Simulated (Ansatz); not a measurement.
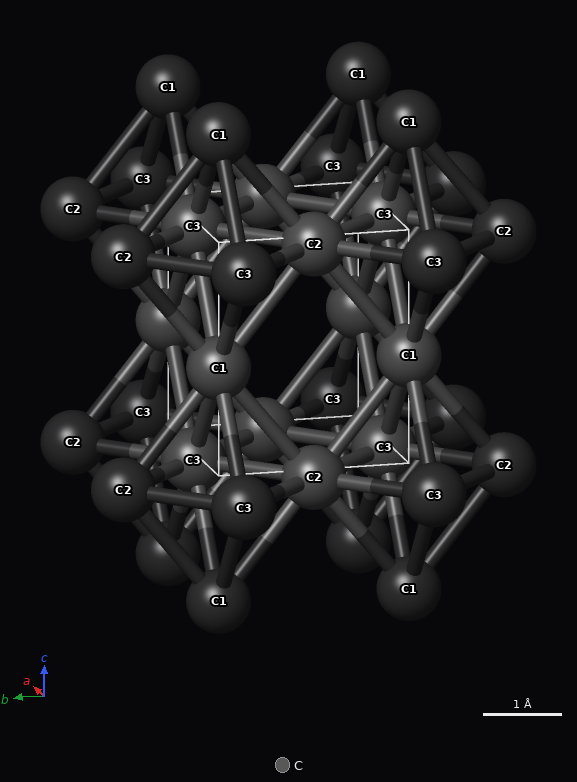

**Figure 1.** The structure as given in the input (ball-and-stick view of the cell of the calculation, seen at an oblique angle; neighbours outside the cell are drawn fainter; atoms are numbered from 1 in the order of the input). An atom can appear more than once, as a periodic image.

C: single-point calculation

- system: C (3 atoms in the cell)
- method: DFT PBE, scalar-relativistic, plane waves, PAW, no spin polarisation (Ansatz 0.2.0)

The structure was made by a generator, so it may or may not be a known phase. Figures and captions count atoms from 1; the log counts them from 0 in places.

**What the program printed**
```
Engine: ansatz 0.2.0, aarch64-unknown-linux-gnu
Pseudopotentials: kind: paw
Pseudopotential: C, paw, valence charge 4, recommended cutoff 420 eV (normal), C.paw.azcp
Functional definition: PBE
  parameter kappa = 0.804
  parameter beta = 0.06672455060314922
  exchange = pbe_x(kappa = kappa, mu = beta*pi^2/3)
  correlation = pbe_c(beta = beta)
Crystal: 3 atoms, lattice volume = 19.840 Å³
Basis set: ecut = 420 eV, 387 PW (Γ), exchange–correlation on 36×36×48 points (8 copies of the dense FFT grid, shifted against one another)
Bands: 10, of which v1, the nominal top of the filled ones, is band 6 counted from 1 (5 counted from 0)
Symmetry: 8 space group operations
Space group: P4mm (ITA 99), of the structure as read, at distance tolerance 2.7e-5 Å
k-points: 40 of 216 (time reversal used)
Non-local potential: C, projectors of the file, l = 0: 2, l = 1: 2, l = 2: 1
PAW form: soft (Blöchl's): semilocal exchange-correlation on the pseudo side does not see the compensation charge
PAW one-centre angular grid: C, 110 points (default); XC on 64 Gauss nodes
Initial density: superposition of atomic densities (neutral atoms: chi_scale 0, normalization atom), corrected by the library's trained network
Initial wavefunctions: pseudopotential atomic-orbital guess
Functional: x = pbe(κ = 0.804, μ = 0.2195149727645171), c = pbe(β = 0.06672455060314922)
SCF iter   1: F=—  HF=-742.173800 eV  |F-HF|=—  |Δ(HF+E_count)|=         —  Δρ=3.40e-2  dr2=3.36e-1  ethr=1.77e-3  ⟨swp⟩=5.0  Hψ=2299  notcnv=0
preconditioner: auto → none  [insulator: Δε(μ)=0.257 eV  Ē_g=12.330 eV  σ=0.100 eV  W_gap=0.93  n_scr=6 (ndim 8)  ℏωp=28.9 eV  f_vac=0.000  D(μ)=0.10/eV (n_scr^D=0)  ε∞_Penn≈6.5]
SCF iter   2: F=—  HF=-742.102429 eV  |F-HF|=—  |Δ(HF+E_count)|=   7.14e-2  Δρ=1.43e-2  dr2=5.57e-2  ethr=1.77e-3  ⟨swp⟩=1.9  Hψ=803  notcnv=0  defer=9
SCF iter   3: F=—  HF=-742.090282 eV  |F-HF|=—  |Δ(HF+E_count)|=   1.21e-2  Δρ=1.39e-3  dr2=2.59e-4  ethr=4.64e-4  ⟨swp⟩=2.4  Hψ=647  notcnv=0  defer=14
SCF iter   4: F=—  HF=-742.090303 eV  |F-HF|=—  |Δ(HF+E_count)|=   2.09e-5  Δρ=3.90e-4  dr2=1.64e-5  ethr=2.16e-6  ⟨swp⟩=2.4  Hψ=628  notcnv=0  defer=14
SCF iter   5: F=—  HF=-742.090337 eV  |F-HF|=—  |Δ(HF+E_count)|=   3.34e-5  Δρ=1.04e-4  dr2=1.97e-6  ethr=1.37e-7  ⟨swp⟩=2.5  Hψ=612  notcnv=0  defer=13
SCF iter   6: F=-742.090337 eV  HF=-742.090337 eV  |F-HF|=5.43e-9  |Δ(HF+E_count)|=   2.58e-8  Δρ=2.01e-5  dr2=6.50e-8  ethr=8.33e-10  ⟨swp⟩=4.4  Hψ=1776  notcnv=0
SCF 1 converged in 6 iterations: F = -742.090337 eV  dr2 = 6.50e-8
  greatest PAW one-centre occupation: 0.759 electrons in one spin orbital (limit 2), on the C atom at site 0 (counted from 0), in its partial waves of l = 0
SCF converged after 6 iterations
Free energy (F): -742.090337 eV
Harris-Foulkes:  -742.090337 eV  (|F-HF|=5.43e-9)
Internal energy: -742.085280 eV  (E = F + TS)
E sigma→0 (E₀):  -742.087809 eV
Entropy (-TS):   -0.005056 eV (-1.685 meV/atom)
Fermi energy:    11.870496 eV
--- Per-component energies (eV) ---
  E_band       = 43.769280
  E_kinetic    = 248.720726
  E_local      = -162.003397  (includes V_loc(G=0)·N_el)
  E_nonlocal   = 82.064915
  E_hartree    = 32.143702
  E_xc         = -140.879174
  E_vxc        = -174.520302  (∫ρ·V_xc dr)
  E_paw        = -293.560286  (= ΣΔE_a)
  E_vpaw       = -14.780987  (= ΣTr[D̂ρ^β])
  E_aug_tail   = 0.000010  (compensation charges beyond the density's cutoff)
  E_ewald      = -508.571777
  E_smearing   = -0.005056  (= −TS)
  E_closure    = -0.000000  (closes the sum)
  Σ components = -742.090337   (vs F -742.090337, Δ=0.00e0)
--- Forces (eV/Å), atoms counted from 1 ---
  atom   1  C     -0.00000000     0.00000000    -0.27562185
  atom   2  C      0.00000000     0.00000000     0.13781419
  atom   3  C      0.00000000    -0.00000000     0.13781419
  max |Σ_I F_I| component: 6.52e-6 eV/Å
--- Stress (GPa, compression-positive) ---
      -15.446250       0.000000      -0.000000
        0.000000     -15.446250      -0.000000
       -0.000000      -0.000000       6.686351
  P = ⅓ Tr σ = -8.0687 GPa (-80.687 kbar)
--- Band table (eV; the first three rows and the last of 40) ---
  k-point 0: bands = ["-8.9315", "3.0482", "5.5611", "6.5333", "6.5333", "12.2517", "16.0422", "16.0422", "16.7634", "19.7566"]
  k-point 1: bands = ["-8.6322", "0.5679", "6.7627", "6.7627", "8.4068", "12.4338", "15.3791", "15.3791", "16.3669", "19.2920"]
  k-point 2: bands = ["-7.8335", "-2.1461", "7.3069", "7.3069", "12.0837", "12.9260", "14.0453", "14.0453", "15.4764", "17.7613"]
  k-point 39: bands = ["-0.0288", "2.5672", "2.9423", "2.9423", "3.7450", "5.1986", "5.1986", "17.7377", "18.5637", "20.1923"]
```

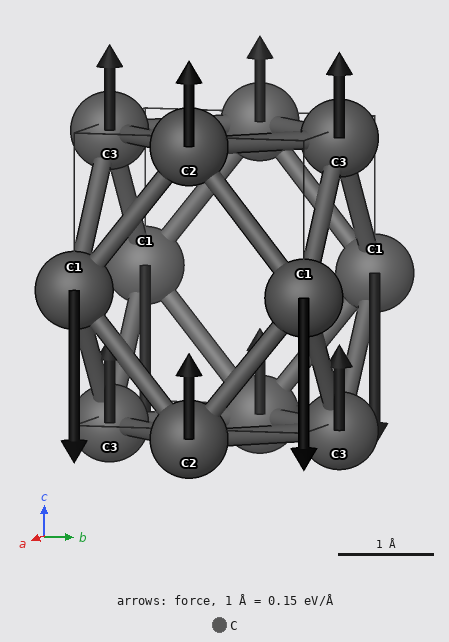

**Figure 2.** Forces on the atoms as black arrows (ball-and-stick view of the cell of the calculation, seen slightly off an axis; atoms are numbered from 1 in the order of the input). The largest act on C1 (0.28 eV/Å); C2, C3 (0.14 eV/Å). The geometry is not a stationary point of this energy.

This output came from the following input.

**Input file**
```yaml
crystal:
  lattice:
    - [2.53073145, 0.0, 0.0]
    - [0.0, 2.53073145, 0.0]
    - [0.0, 0.0, 3.09779724]
  atoms:
    - { symbol: C, position: [0.0, 0.0, 0.46212156] }
    - { symbol: C, position: [0.0, 0.5, 0.96615668] }
    - { symbol: C, position: [0.5, 0.0, 0.96615668] }
basis:
  ecutwfc: 420
kpoints:
  mp_grid: { grid: [6, 6, 6] }
hamiltonian:
  xc: pbe
scf:
  occupations: { method: gaussian, width: 0.1 }
  lower_state_search: "off"
output:
  forces: true
  stress: true
  eigenvalues: true
```

Command:
```bash
ansatz run input.yaml --threads 1 --pin off --max-ram 2560MiB --backend cpu --events-out ev --progress --plain --runs-dir out
```

**Summary**

```tsv
quantity	value
outcome	converged
space group (tolerance 0.01 Å)	P4mm (99)
electrons treated	12
free energy	−742.0903 eV
Fermi energy	11.870 eV
gap on the k-point mesh	none (metallic)
pressure	−8.07 GPa
largest force (length of the vector)	0.276 eV/Å
hardware	1 thread of Arm Neoverse V2, 128 GiB of memory available, shared host
wall time	1 s
peak memory	0.24 GiB
```
